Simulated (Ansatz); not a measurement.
Nudged elastic band of Bi (part 2 of 4)

The same run, continued: Bi (defect cell, 15 atoms in the cell); DFT with PBE, PAW plane waves, no spin polarisation (Ansatz 0.2.0); cutoff 420 eV, 2×2×2 k-mesh, Fermi–Dirac smearing of 0.05 eV. The structure derives from an entry of the Crystallography Open Database.

Geometry of the input (Å; fractional positions):
```
4.5964  7.9611  -0.0000
-4.5964  7.9611  -0.0000
0.0000  -5.3074  7.9956
Bi 0.1160  0.1146  0.3513
Bi 0.3835  0.3822  0.1495
Bi 0.1178  0.1114  0.8501
Bi 0.3862  0.3837  0.6503
Bi 0.1139  0.6215  0.3508
Bi 0.3777  0.8836  0.1460
Bi 0.1171  0.6156  0.8498
Bi 0.3827  0.8795  0.6472
Bi 0.6239  0.1083  0.3480
Bi 0.8806  0.3829  0.1446
Bi 0.6175  0.1193  0.8551
Bi 0.8872  0.3847  0.6512
Bi 0.6171  0.6182  0.3489
Bi 0.8807  0.8828  0.1518
Bi 0.8808  0.8785  0.6459
```

The program's output, continued
```
NEB image 6, for its relaxation
preconditioner: auto → LDOS  [metal: Δε(μ)=0.116 eV  Ē_g=19.200 eV  σ=0.050 eV  W_gap=0.45  n_scr=118 (ndim 8)  ℏωp=23.0 eV  f_vac=0.024  D(μ)=5.57/eV (n_scr^D=20)  β→1.0]
SCF 39 converged in 6 iterations: F = -185947.119204 eV  dr2 = 1.49e-8
NEB image 6, for its relaxation
preconditioner: auto → LDOS  [metal: Δε(μ)=0.127 eV  Ē_g=19.206 eV  σ=0.050 eV  W_gap=0.47  n_scr=118 (ndim 8)  ℏωp=23.0 eV  f_vac=0.023  D(μ)=5.55/eV (n_scr^D=14)  β→1.0]
SCF 40 converged in 6 iterations: F = -185947.123129 eV  dr2 = 3.57e-8
NEB image 6, for its relaxation
preconditioner: auto → LDOS  [metal: Δε(μ)=0.047 eV  Ē_g=19.219 eV  σ=0.050 eV  W_gap=0.23  n_scr=118 (ndim 8)  ℏωp=23.0 eV  f_vac=0.022  D(μ)=6.53/eV (n_scr^D=26)  β→1.0]
SCF 41 converged in 7 iterations: F = -185947.130826 eV  dr2 = 6.17e-8
NEB image 6, for its relaxation
preconditioner: auto → LDOS  [insulator: Δε(μ)=0.175 eV  Ē_g=19.232 eV  σ=0.050 eV  W_gap=0.70  n_scr=118 (ndim 8)  ℏωp=23.0 eV  f_vac=0.028  D(μ)=3.33/eV (n_scr^D=14)  ε∞_Penn≈2.4  β→1.0]
SCF 42 converged in 8 iterations: F = -185947.213554 eV  dr2 = 1.27e-8
NEB image 6, for its relaxation
preconditioner: auto → Resta (q_TF=auto, 2.327 Å⁻¹)  ε∞=2.4  [insulator: Δε(μ)=0.199 eV  Ē_g=19.248 eV  σ=0.050 eV  W_gap=0.76  n_scr=118 (ndim 8)  ℏωp=23.0 eV  f_vac=0.034  D(μ)=1.87/eV (n_scr^D=0)  ε∞_Penn≈2.4]
SCF 43 converged in 8 iterations: F = -185947.243511 eV  dr2 = 6.18e-8
NEB image 6, for its relaxation
preconditioner: auto → LDOS  [insulator: Δε(μ)=0.167 eV  Ē_g=19.198 eV  σ=0.050 eV  W_gap=0.68  n_scr=118 (ndim 8)  ℏωp=23.0 eV  f_vac=0.031  D(μ)=2.21/eV (n_scr^D=2)  ε∞_Penn≈2.4  β→1.0]
SCF 44 converged in 7 iterations: F = -185947.213094 eV  dr2 = 9.14e-8
NEB image 6, for its relaxation
preconditioner: auto → LDOS  [insulator: Δε(μ)=0.166 eV  Ē_g=19.238 eV  σ=0.050 eV  W_gap=0.68  n_scr=118 (ndim 8)  ℏωp=23.0 eV  f_vac=0.031  D(μ)=2.09/eV (n_scr^D=2)  ε∞_Penn≈2.4  β→1.0]
SCF 45 converged in 7 iterations: F = -185947.275610 eV  dr2 = 5.84e-8
NEB image 6, for its relaxation
preconditioner: auto → LDOS  [insulator: Δε(μ)=0.156 eV  Ē_g=19.229 eV  σ=0.050 eV  W_gap=0.65  n_scr=118 (ndim 8)  ℏωp=23.0 eV  f_vac=0.029  D(μ)=2.45/eV (n_scr^D=8)  ε∞_Penn≈2.4  β→1.0]
SCF 46 converged in 7 iterations: F = -185947.278797 eV  dr2 = 2.57e-8
NEB image 6, for its relaxation
preconditioner: auto → LDOS  [insulator: Δε(μ)=0.155 eV  Ē_g=19.208 eV  σ=0.050 eV  W_gap=0.65  n_scr=118 (ndim 8)  ℏωp=23.0 eV  f_vac=0.030  D(μ)=2.55/eV (n_scr^D=8)  ε∞_Penn≈2.4  β→1.0]
SCF 47 converged in 7 iterations: F = -185947.253885 eV  dr2 = 2.37e-8
NEB image 6, for its relaxation
preconditioner: auto → LDOS  [insulator: Δε(μ)=0.130 eV  Ē_g=19.233 eV  σ=0.050 eV  W_gap=0.57  n_scr=118 (ndim 8)  ℏωp=23.0 eV  f_vac=0.030  D(μ)=2.73/eV (n_scr^D=8)  ε∞_Penn≈2.4  β→1.0]
SCF 48 converged in 7 iterations: F = -185947.287424 eV  dr2 = 3.48e-8
NEB image 6, for its relaxation
preconditioner: auto → LDOS  [metal: Δε(μ)=0.080 eV  Ē_g=19.226 eV  σ=0.050 eV  W_gap=0.37  n_scr=118 (ndim 8)  ℏωp=23.0 eV  f_vac=0.031  D(μ)=3.42/eV (n_scr^D=14)  β→1.0]
SCF 49 converged in 7 iterations: F = -185947.291438 eV  dr2 = 5.82e-8
NEB image 6, for its relaxation
preconditioner: auto → LDOS  [insulator: Δε(μ)=0.201 eV  Ē_g=19.220 eV  σ=0.050 eV  W_gap=0.55  n_scr=118 (ndim 8)  ℏωp=23.0 eV  f_vac=0.032  D(μ)=3.93/eV (n_scr^D=14)  ε∞_Penn≈2.4  β→1.0]
SCF 50 converged in 7 iterations: F = -185947.296652 eV  dr2 = 4.06e-8
NEB image 6, for its relaxation
preconditioner: auto → LDOS  [metal: Δε(μ)=0.029 eV  Ē_g=19.232 eV  σ=0.050 eV  W_gap=0.14  n_scr=118 (ndim 8)  ℏωp=23.0 eV  f_vac=0.035  D(μ)=3.67/eV (n_scr^D=14)  β→1.0]
SCF 51 converged in 8 iterations: F = -185947.286680 eV  dr2 = 2.55e-8
NEB image 6, for its relaxation
preconditioner: auto → LDOS  [insulator: Δε(μ)=0.203 eV  Ē_g=19.220 eV  σ=0.050 eV  W_gap=0.56  n_scr=118 (ndim 8)  ℏωp=23.0 eV  f_vac=0.032  D(μ)=3.95/eV (n_scr^D=14)  ε∞_Penn≈2.4  β→1.0]
SCF 52 converged in 8 iterations: F = -185947.302368 eV  dr2 = 1.90e-8
NEB image 6, for its relaxation
preconditioner: auto → LDOS  [metal: Δε(μ)=0.050 eV  Ē_g=19.239 eV  σ=0.050 eV  W_gap=0.24  n_scr=118 (ndim 8)  ℏωp=23.0 eV  f_vac=0.032  D(μ)=4.08/eV (n_scr^D=14)  β→1.0]
SCF 53 converged in 7 iterations: F = -185947.305735 eV  dr2 = 9.27e-8
NEB image 6, for its relaxation
preconditioner: auto → LDOS  [metal: Δε(μ)=0.043 eV  Ē_g=19.237 eV  σ=0.050 eV  W_gap=0.21  n_scr=118 (ndim 8)  ℏωp=23.0 eV  f_vac=0.033  D(μ)=3.87/eV (n_scr^D=14)  β→1.0]
SCF 54 converged in 6 iterations: F = -185947.308430 eV  dr2 = 5.53e-8
NEB image 6, for its relaxation
preconditioner: auto → LDOS  [metal: Δε(μ)=0.041 eV  Ē_g=19.236 eV  σ=0.050 eV  W_gap=0.20  n_scr=118 (ndim 8)  ℏωp=23.0 eV  f_vac=0.033  D(μ)=3.83/eV (n_scr^D=14)  β→1.0]
SCF 55 converged in 6 iterations: F = -185947.309241 eV  dr2 = 1.33e-8
NEB image 6
SCF 56 converged in 2 iterations: F = -185947.309241 eV  dr2 = 2.95e-8
NSCF: frozen V_eff on 8 k-points
NEB end point (image 6): relaxed in 183 SCF iterations, 0.574722 eV lower, largest move of an atom 1.139 Å; not tested for a saddle point
NEB image 1
preconditioner: auto → LDOS  [metal: Δε(μ)=0.025 eV  Ē_g=19.219 eV  σ=0.050 eV  W_gap=0.13  n_scr=118 (ndim 8)  ℏωp=23.0 eV  f_vac=0.027  D(μ)=4.40/eV (n_scr^D=14)  β→1.0]
SCF 57 converged in 9 iterations: F = -185947.184465 eV  dr2 = 4.67e-8
NEB image 2
preconditioner: auto → LDOS  [insulator: Δε(μ)=0.144 eV  Ē_g=19.218 eV  σ=0.050 eV  W_gap=0.51  n_scr=118 (ndim 8)  ℏωp=23.0 eV  f_vac=0.025  D(μ)=5.53/eV (n_scr^D=14)  ε∞_Penn≈2.4  β→1.0]
SCF 58 converged in 9 iterations: F = -185946.970272 eV  dr2 = 2.69e-8
NEB image 3
preconditioner: auto → LDOS  [metal: Δε(μ)=0.041 eV  Ē_g=19.208 eV  σ=0.050 eV  W_gap=0.20  n_scr=118 (ndim 8)  ℏωp=23.0 eV  f_vac=0.024  D(μ)=9.02/eV (n_scr^D=58)  β→1.0]
SCF 59 converged in 9 iterations: F = -185946.829504 eV  dr2 = 1.92e-8
NEB image 4
preconditioner: auto → LDOS  [metal: Δε(μ)=0.124 eV  Ē_g=19.227 eV  σ=0.050 eV  W_gap=0.50  n_scr=118 (ndim 8)  ℏωp=23.0 eV  f_vac=0.024  D(μ)=6.15/eV (n_scr^D=26)  β→1.0]
SCF 60 converged in 9 iterations: F = -185946.951288 eV  dr2 = 2.15e-8
NEB image 5
preconditioner: auto → LDOS  [metal: Δε(μ)=0.049 eV  Ē_g=19.235 eV  σ=0.050 eV  W_gap=0.23  n_scr=118 (ndim 8)  ℏωp=23.0 eV  f_vac=0.028  D(μ)=5.29/eV (n_scr^D=14)  β→1.0]
SCF 61 converged in 9 iterations: F = -185947.193052 eV  dr2 = 6.46e-8
NEB iter   1: max|band force component| = 3.533e-1 eV/Å  barrier→ = 0.4818 eV  barrier← = 0.4797 eV  CI = image 3  Δτ_max = 0.1414 Å  (67 SCF iters)
NEB image 1
preconditioner: auto → LDOS  [metal: Δε(μ)=0.097 eV  Ē_g=19.235 eV  σ=0.050 eV  W_gap=0.45  n_scr=118 (ndim 8)  ℏωp=23.0 eV  f_vac=0.027  D(μ)=3.99/eV (n_scr^D=14)  β→1.0]
SCF 62 converged in 7 iterations: F = -185947.256868 eV  dr2 = 8.81e-8
NEB image 2
preconditioner: auto → LDOS  [insulator: Δε(μ)=0.169 eV  Ē_g=19.225 eV  σ=0.050 eV  W_gap=0.61  n_scr=118 (ndim 8)  ℏωp=23.0 eV  f_vac=0.025  D(μ)=5.40/eV (n_scr^D=14)  ε∞_Penn≈2.4  β→1.0]
SCF 63 converged in 8 iterations: F = -185947.074745 eV  dr2 = 2.34e-8
NEB image 3
preconditioner: auto → LDOS  [metal: Δε(μ)=0.031 eV  Ē_g=19.220 eV  σ=0.050 eV  W_gap=0.15  n_scr=118 (ndim 8)  ℏωp=23.0 eV  f_vac=0.023  D(μ)=9.68/eV (n_scr^D=58)  β→1.0]
SCF 64 converged in 7 iterations: F = -185946.917518 eV  dr2 = 7.61e-8
NEB image 4
preconditioner: auto → LDOS  [metal: Δε(μ)=0.038 eV  Ē_g=19.240 eV  σ=0.050 eV  W_gap=0.18  n_scr=118 (ndim 8)  ℏωp=23.0 eV  f_vac=0.026  D(μ)=6.94/eV (n_scr^D=26)  β→1.0]
SCF 65 converged in 8 iterations: F = -185947.071694 eV  dr2 = 7.66e-8
NEB image 5
preconditioner: auto → LDOS  [metal: Δε(μ)=0.017 eV  Ē_g=19.250 eV  σ=0.050 eV  W_gap=0.08  n_scr=118 (ndim 8)  ℏωp=23.0 eV  f_vac=0.031  D(μ)=5.26/eV (n_scr^D=14)  β→1.0]
SCF 66 converged in 8 iterations: F = -185947.244418 eV  dr2 = 3.78e-8
NEB iter   2: max|band force component| = 2.217e-1 eV/Å  barrier→ = 0.3938 eV  barrier← = 0.3917 eV  CI = image 3  Δτ_max = 0.2000 Å  (38 SCF iters)
[... from here on the SCF iterations and repeated set-up lines of each step are left out, up to the last step ...]
NEB image 1
SCF 67 converged in 7 iterations: F = -185947.259598 eV  dr2 = 6.09e-8
NEB image 2
SCF 68 converged in 8 iterations: F = -185947.142561 eV  dr2 = 2.32e-8
NEB image 3
SCF 69 converged in 8 iterations: F = -185946.965517 eV  dr2 = 4.47e-8
NEB image 4
SCF 70 converged in 8 iterations: F = -185947.091852 eV  dr2 = 3.99e-8
NEB image 5
SCF 71 converged in 8 iterations: F = -185947.250540 eV  dr2 = 2.83e-8
NEB iter   3: max|band force component| = 1.962e-1 eV/Å  barrier→ = 0.3458 eV  barrier← = 0.3437 eV  CI = image 3  Δτ_max = 0.1497 Å  (39 SCF iters)
NEB image 1
SCF 72 converged in 6 iterations: F = -185947.258051 eV  dr2 = 9.47e-8
NEB image 2
SCF 73 converged in 7 iterations: F = -185947.172798 eV  dr2 = 4.94e-8
NEB image 3
SCF 74 converged in 8 iterations: F = -185947.012121 eV  dr2 = 3.87e-8
NEB image 4
SCF 75 converged in 8 iterations: F = -185947.105856 eV  dr2 = 4.17e-8
NEB image 5
SCF 76 converged in 8 iterations: F = -185947.252061 eV  dr2 = 1.76e-8
NEB iter   4: max|band force component| = 1.617e-1 eV/Å  barrier→ = 0.2992 eV  barrier← = 0.2971 eV  CI = image 3  Δτ_max = 0.1989 Å  (37 SCF iters)
NEB image 1
SCF 77 converged in 7 iterations: F = -185947.240740 eV  dr2 = 3.34e-8
NEB image 2
SCF 78 converged in 8 iterations: F = -185947.161533 eV  dr2 = 1.98e-8
NEB image 3
SCF 79 converged in 8 iterations: F = -185947.104344 eV  dr2 = 7.93e-8
NEB image 4
SCF 80 converged in 8 iterations: F = -185947.139716 eV  dr2 = 6.91e-8
NEB image 5
SCF 81 converged in 8 iterations: F = -185947.253732 eV  dr2 = 5.35e-8
NEB iter   5: max|band force component| = 3.313e-1 eV/Å  barrier→ = 0.2070 eV  barrier← = 0.2049 eV  CI = image 3  Δτ_max = 0.0991 Å  (39 SCF iters)
NEB image 1
SCF 82 converged in 6 iterations: F = -185947.243230 eV  dr2 = 3.04e-8
NEB image 2
SCF 83 converged in 7 iterations: F = -185947.189099 eV  dr2 = 7.38e-8
NEB image 3
SCF 84 converged in 8 iterations: F = -185947.155577 eV  dr2 = 2.69e-8
NEB image 4
SCF 85 converged in 8 iterations: F = -185947.161948 eV  dr2 = 3.71e-8
NEB image 5
SCF 86 converged in 8 iterations: F = -185947.259280 eV  dr2 = 5.89e-8
NEB iter   6: max|band force component| = 3.435e-1 eV/Å  barrier→ = 0.1558 eV  barrier← = 0.1537 eV  CI = image 3  Δτ_max = 0.0998 Å  (37 SCF iters)
NEB image 1
SCF 87 converged in 6 iterations: F = -185947.240564 eV  dr2 = 5.92e-8
NEB image 2
SCF 88 converged in 7 iterations: F = -185947.203843 eV  dr2 = 4.05e-8
NEB image 3
SCF 89 converged in 8 iterations: F = -185947.196678 eV  dr2 = 2.46e-8
NEB image 4
SCF 90 converged in 8 iterations: F = -185947.177396 eV  dr2 = 4.50e-8
NEB image 5
SCF 91 converged in 8 iterations: F = -185947.262304 eV  dr2 = 2.06e-8
NEB iter   7: max|band force component| = 6.292e-1 eV/Å  barrier→ = 0.1339 eV  barrier← = 0.1318 eV  CI = image 4  Δτ_max = 0.1998 Å  (37 SCF iters)
NEB image 1
SCF 92 converged in 8 iterations: F = -185947.234280 eV  dr2 = 2.14e-8
NEB image 2
SCF 93 converged in 8 iterations: F = -185947.208216 eV  dr2 = 1.92e-8
NEB image 3
SCF 94 converged in 8 iterations: F = -185947.222481 eV  dr2 = 2.65e-8
NEB image 4
SCF 95 converged in 9 iterations: F = -185947.184635 eV  dr2 = 1.41e-8
NEB image 5
SCF 96 converged in 8 iterations: F = -185947.258371 eV  dr2 = 4.57e-8
NEB iter   8: max|band force component| = 1.534e-1 eV/Å  barrier→ = 0.1267 eV  barrier← = 0.1246 eV  CI = image 4  Δτ_max = 0.1654 Å  (41 SCF iters)
NEB image 1
SCF 97 converged in 7 iterations: F = -185947.246411 eV  dr2 = 5.62e-8
NEB image 2
SCF 98 converged in 7 iterations: F = -185947.216225 eV  dr2 = 4.82e-8
NEB image 3
SCF 99 converged in 8 iterations: F = -185947.255393 eV  dr2 = 3.54e-8
NEB image 4
SCF 100 converged in 8 iterations: F = -185947.192020 eV  dr2 = 2.46e-8
NEB image 5
SCF 101 converged in 8 iterations: F = -185947.251995 eV  dr2 = 7.41e-9
NEB iter   9: max|band force component| = 1.083e-1 eV/Å  barrier→ = 0.1193 eV  barrier← = 0.1172 eV  CI = image 4  Δτ_max = 0.1939 Å  (38 SCF iters)
NEB image 1
SCF 102 converged in 7 iterations: F = -185947.264352 eV  dr2 = 8.81e-8
NEB image 2
SCF 103 converged in 6 iterations: F = -185947.225445 eV  dr2 = 7.64e-8
NEB image 3
SCF 104 converged in 7 iterations: F = -185947.276993 eV  dr2 = 6.65e-8
NEB image 4
SCF 105 converged in 7 iterations: F = -185947.197867 eV  dr2 = 4.10e-8
NEB image 5
SCF 106 converged in 6 iterations: F = -185947.258049 eV  dr2 = 9.70e-8
NEB iter  10: max|band force component| = 9.389e-2 eV/Å  barrier→ = 0.1135 eV  barrier← = 0.1114 eV  CI = image 4  Δτ_max = 0.0563 Å  (33 SCF iters)
NEB image 4
SCF 107 converged in 7 iterations: F = -185947.199519 eV  dr2 = 7.32e-8
NEB iter  11: max|band force component| = 1.981e-1 eV/Å  barrier→ = 0.1118 eV  barrier← = 0.1097 eV  CI = image 4  Δτ_max = 0.1985 Å  (7 SCF iters)
NEB image 1
SCF 108 converged in 7 iterations: F = -185947.259072 eV  dr2 = 3.93e-8
NEB image 2
SCF 109 converged in 7 iterations: F = -185947.184563 eV  dr2 = 5.47e-8
NEB image 3
SCF 110 converged in 8 iterations: F = -185947.272966 eV  dr2 = 5.94e-8
NEB image 4
SCF 111 converged in 6 iterations: F = -185947.200224 eV  dr2 = 2.46e-8
NEB image 5
SCF 112 converged in 7 iterations: F = -185947.251739 eV  dr2 = 3.16e-8
NEB iter  12: max|band force component| = 1.105e0 eV/Å  barrier→ = 0.1268 eV  barrier← = 0.1247 eV  CI = image 2  Δτ_max = 0.1996 Å  (35 SCF iters)
NEB image 1
SCF 113 converged in 7 iterations: F = -185947.265843 eV  dr2 = 9.06e-9
NEB image 2
SCF 114 converged in 9 iterations: F = -185947.174327 eV  dr2 = 1.59e-8
NEB image 3
SCF 115 converged in 7 iterations: F = -185947.286755 eV  dr2 = 3.56e-8
NEB image 4
SCF 116 converged in 8 iterations: F = -185947.213946 eV  dr2 = 6.78e-8
NEB image 5
SCF 117 converged in 8 iterations: F = -185947.235646 eV  dr2 = 1.66e-8
NEB iter  13: max|band force component| = 2.025e-1 eV/Å  barrier→ = 0.1370 eV  barrier← = 0.1349 eV  CI = image 2  Δτ_max = 0.1642 Å  (39 SCF iters)
NEB image 1
SCF 118 converged in 7 iterations: F = -185947.267325 eV  dr2 = 9.93e-8
NEB image 2
SCF 119 converged in 7 iterations: F = -185947.193329 eV  dr2 = 7.75e-8
NEB image 3
SCF 120 converged in 7 iterations: F = -185947.293780 eV  dr2 = 3.91e-8
NEB image 4
SCF 121 converged in 7 iterations: F = -185947.228779 eV  dr2 = 8.00e-8
NEB image 5
SCF 122 converged in 7 iterations: F = -185947.237999 eV  dr2 = 2.35e-8
NEB iter  14: max|band force component| = 8.458e-2 eV/Å  barrier→ = 0.1180 eV  barrier← = 0.1159 eV  CI = image 2  Δτ_max = 0.0867 Å  (35 SCF iters)
NEB image 2
SCF 123 converged in 7 iterations: F = -185947.202040 eV  dr2 = 2.03e-8
NEB iter  15: max|band force component| = 2.929e-1 eV/Å  barrier→ = 0.1093 eV  barrier← = 0.1072 eV  CI = image 2  Δτ_max = 0.0999 Å  (7 SCF iters)
NEB image 1
preconditioner: auto → LDOS  [metal: Δε(μ)=0.045 eV  Ē_g=19.264 eV  σ=0.050 eV  W_gap=0.22  n_scr=118 (ndim 8)  ℏωp=23.0 eV  f_vac=0.030  D(μ)=6.35/eV (n_scr^D=26)  β→1.0]
SCF 124 converged in 7 iterations: F = -185947.275900 eV  dr2 = 1.67e-8
NEB image 2
preconditioner: auto → LDOS  [metal: Δε(μ)=0.058 eV  Ē_g=19.255 eV  σ=0.050 eV  W_gap=0.27  n_scr=118 (ndim 8)  ℏωp=23.0 eV  f_vac=0.028  D(μ)=6.35/eV (n_scr^D=26)  β→1.0]
SCF 125 converged in 6 iterations: F = -185947.203059 eV  dr2 = 1.37e-8
NEB image 3
preconditioner: auto → LDOS  [metal: Δε(μ)=0.026 eV  Ē_g=19.247 eV  σ=0.050 eV  W_gap=0.13  n_scr=118 (ndim 8)  ℏωp=23.0 eV  f_vac=0.037  D(μ)=8.12/eV (n_scr^D=46)  β→1.0]
SCF 126 converged in 7 iterations: F = -185947.293394 eV  dr2 = 8.08e-8
NEB image 4
preconditioner: auto → LDOS  [metal: Δε(μ)=0.068 eV  Ē_g=19.265 eV  σ=0.050 eV  W_gap=0.30  n_scr=118 (ndim 8)  ℏωp=23.0 eV  f_vac=0.031  D(μ)=7.81/eV (n_scr^D=32)  β→1.0]
SCF 127 converged in 7 iterations: F = -185947.226353 eV  dr2 = 3.51e-8
NEB image 5
iter 1 solved again at ethr=2.06e-7 eV; its pass at ethr=3.10e-3 eV (dr2=4.63e-4 eV) is discarded
SCF iter   1: F=—  HF=-185947.240284 eV  |F-HF|=—  |Δ(HF+E_count)|=         —  Δρ=3.26e-4  dr2=4.89e-4  ethr=2.06e-7  ⟨swp⟩=3.2  Hψ=4172  notcnv=0
preconditioner: auto → LDOS  [metal: Δε(μ)=0.058 eV  Ē_g=19.254 eV  σ=0.050 eV  W_gap=0.27  n_scr=118 (ndim 8)  ℏωp=23.0 eV  f_vac=0.029  D(μ)=6.89/eV (n_scr^D=26)  β→1.0]
SCF iter   2: F=—  HF=-185947.240314 eV  |F-HF|=—  |Δ(HF+E_count)|=   2.98e-5  Δρ=1.05e-4  dr2=1.45e-4  ethr=2.06e-7  ⟨swp⟩=2.0  Hψ=1966  notcnv=0
SCF iter   3: F=—  HF=-185947.240283 eV  |F-HF|=—  |Δ(HF+E_count)|=   3.04e-5  Δρ=5.64e-5  dr2=3.57e-5  ethr=6.47e-8  ⟨swp⟩=2.0  Hψ=1982  notcnv=0
SCF iter   4: F=—  HF=-185947.240770 eV  |F-HF|=—  |Δ(HF+E_count)|=   4.87e-4  Δρ=1.91e-5  dr2=5.48e-6  ethr=1.58e-8  ⟨swp⟩=2.0  Hψ=1952  notcnv=0
SCF iter   5: F=—  HF=-185947.240770 eV  |F-HF|=—  |Δ(HF+E_count)|=   3.03e-7  Δρ=1.22e-5  dr2=3.47e-6  ethr=2.43e-9  ⟨swp⟩=2.0  Hψ=1942  notcnv=0
SCF iter   6: F=—  HF=-185947.240769 eV  |F-HF|=—  |Δ(HF+E_count)|=   5.75e-7  Δρ=3.91e-6  dr2=3.57e-7  ethr=1.54e-9  ⟨swp⟩=2.1  Hψ=1286  notcnv=0
SCF iter   7: F=-185947.240769 eV  HF=-185947.240769 eV  |F-HF|=2.60e-8  |Δ(HF+E_count)|=   4.85e-8  Δρ=1.74e-6  dr2=4.28e-8  ethr=4.44e-11  ⟨swp⟩=4.9  Hψ=3340  notcnv=0
SCF 128 converged in 7 iterations: F = -185947.240769 eV  dr2 = 4.28e-8
NEB image 1
NSCF: frozen V_eff on 8 k-points
NEB image 3
NSCF: frozen V_eff on 8 k-points
NEB image 4
NSCF: frozen V_eff on 8 k-points
NEB image 5
NSCF: frozen V_eff on 8 k-points
NEB image 2
NSCF: frozen V_eff on 8 k-points
the band table was solved once a step of the walk had ended and its energy, with any forces and stress, was formed, with the checks that follow a solve (4095 applications of the Hamiltonian). They found nothing against the state; the energy, forces and stress were not computed again (output.eigenvalues in the input reference)
NEB iter  16: max|band force component| = 5.000e-2 eV/Å  barrier→ = 0.1083 eV  barrier← = 0.1062 eV  CI = image 2  Δτ_max = 0.0000 Å  (34 SCF iters)
```

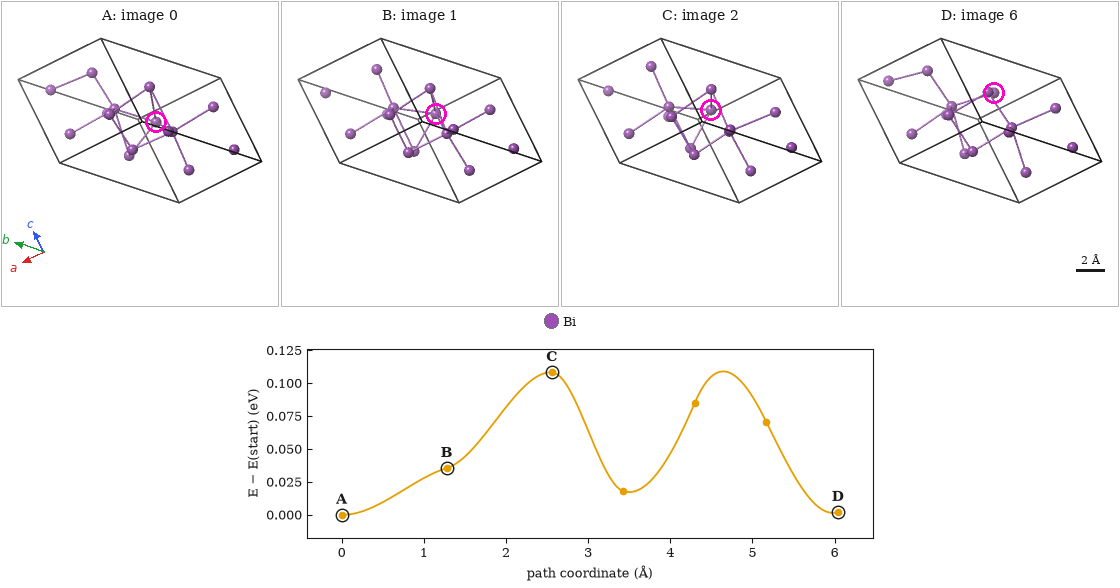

**Figure 1.** Images of the last band (counted from 0; ball-and-stick, reduced simulation cell, seen at an oblique angle), with the moving atom and its periodic copies ringed, above the energy along the path; the line is a cubic interpolation that uses the forces. The highest image is number 2, 0.108 eV above the start and 0.106 eV above the end (the climbing image); the end lies 0.002 eV above the start. The path is 6.04 Å long, and Bi8 moves most (2.18 Å). The band converged in 16 iterations.

```
SCF converged after 6 iterations
Free energy (F): -185947.203059 eV
Harris-Foulkes:  -185947.203059 eV  (|F-HF|=3.73e-9)
Internal energy: -185947.150837 eV  (E = F + TS)
E sigma→0 (E₀):  -185947.176948 eV
Entropy (-TS):   -0.052222 eV (-3.481 meV/atom)
Fermi energy:    8.245628 eV
--- Per-component energies (eV) ---
  E_band       = -1930.352519
  E_kinetic    = 4521.578468
  E_local      = -24963.233969  (includes V_loc(G=0)·N_el)
  E_nonlocal   = 8392.343803
  E_hartree    = 8280.999390
  E_xc         = -2259.825579
  E_vxc        = -2151.022361  (∫ρ·V_xc dr)
  E_paw        = -159947.916546  (= ΣΔE_a)
  E_vpaw       = -4292.010477  (= ΣTr[D̂ρ^β])
  E_aug_tail   = -0.006546  (compensation charges beyond the density's cutoff)
  E_ewald      = -19971.089859
  E_smearing   = -0.052222  (= −TS)
  E_closure    = 0.000000  (closes the sum)
  Σ components = -185947.203059   (vs F -185947.203059, Δ=0.00e0)
```
